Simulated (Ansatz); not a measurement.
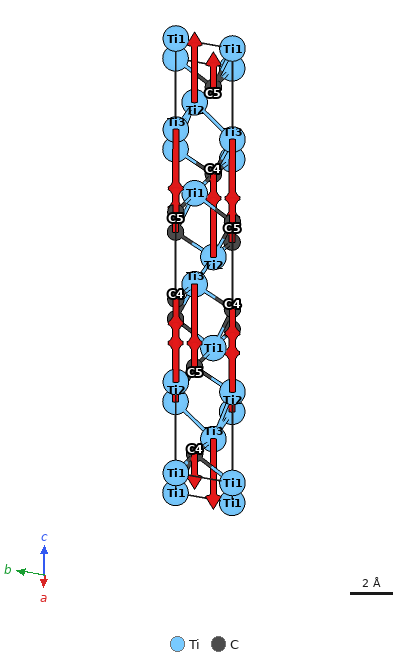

A relaxation of crystalline Ti$_{3}$C$_{2}$ (built on the tetradymite_166 type) (coarse preliminary run). The starting structure is drawn; red arrows show the displacements (the part carried along by the change of the cell is left out), magnified 10 times.

The picture is a ball-and-stick view of the conventional cell (3 times the calculation's cell), seen from a free direction. Lengths and directions refer to the drawn axes.

Case: anti-tetradymite type (R-3m, No. 166).

All numbers below come from Ansatz, DFT r2SCAN, scalar-relativistic, plane waves, PAW. Set-up: plane-wave cutoff 500 eV; k-point mesh 6 × 6 × 6; occupations gaussian; smearing width 0.1 eV; no spin polarisation; cell and atoms relaxed; force threshold 0.04 eV/Å; at most 70 steps.

Question: What happened in the run?

Answer: Over 5 accepted moves (6 points after the start) the energy falls by 2.054 eV per cell of the calculation. Largest force component: 5.3 eV/Å at the start, 0.0026 eV/Å at the end. The pressure goes from −15.90 to 0.01 GPa. At 1 point the geometry stayed and the basis and grid were re-selected for the new cell (energy shift of 0.9 meV per cell of the calculation at most each time). The largest moves relative to the cell, 0.36 Å, are those of Ti2 and Ti3. Ti2 goes along +c. By element the largest moves are Ti 0.36 Å, C 0.18 Å. Cell: a = b 3.139 → 3.072 Å (−2.1 %), c 21.823 → 22.131 Å (+1.4 %). Volume −2.8 %. Among the contacts that change: Ti2–Ti3 2.604 → 3.155 Å, Ti1–Ti2 3.254 → 2.971 Å, Ti1–C4 2.324 → 2.195 Å, Ti2–C5 2.200 → 2.082 Å. Bond angles that change, for instance: Ti3–C4–Ti3 91.0° → 95.1°, C4–Ti3–C4 91.0° → 95.1°, Ti1–C4–Ti3 91.9° → 88.0°. The space group stays R-3m (No. 166).
